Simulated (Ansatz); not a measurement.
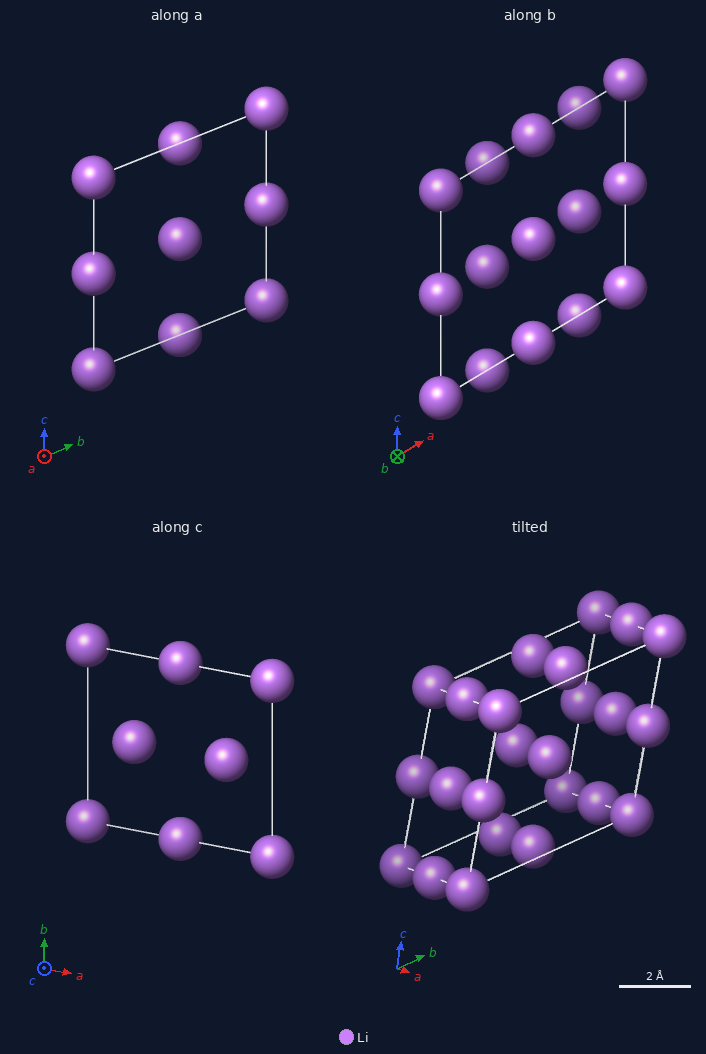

Spheres-only representation of a periodic structure, projected along the a axis, along the b axis, along the c axis and slightly off an axis. Atoms at the boundary of the unit cell (the box) are drawn once for each face, edge or corner they touch.

Lattice parameters: a = 6.0806 Å, b = 5.2626 Å, c = 6.2072 Å, α = 71.041°, β = 60.876°, γ = 89.911°.

Q: Write down what is shown as a CIF in P1 with every atom of the cell, with free fractional coordinates to two decimals.

A:
```cif
data_structure
_symmetry_space_group_name_H-M 'P 1'
_symmetry_Int_Tables_number 1
_cell_length_a 6.0806
_cell_length_b 5.2626
_cell_length_c 6.2072
_cell_angle_alpha 71.041
_cell_angle_beta 60.876
_cell_angle_gamma 89.911
_cell_volume 161.13
loop_
_atom_site_label
_atom_site_type_symbol
_atom_site_fract_x
_atom_site_fract_y
_atom_site_fract_z
_atom_site_occupancy
Li1 Li 0.00 0.00 0.00 1
Li2 Li 0.00 0.00 0.50 1
Li3 Li 0.75 0.50 0.00 1
Li4 Li 0.75 0.50 0.50 1
Li5 Li 0.50 0.00 0.00 1
Li6 Li 0.50 0.00 0.50 1
Li7 Li 0.25 0.50 0.00 1
Li8 Li 0.25 0.50 0.50 1
```

Origin of the cell: a structure type filled with this element by a generator (whether the element takes this form wasn't checked). It is drawn as it came out of a relaxation with Ansatz, DFT PBE, scalar-relativistic, plane waves, PAW.
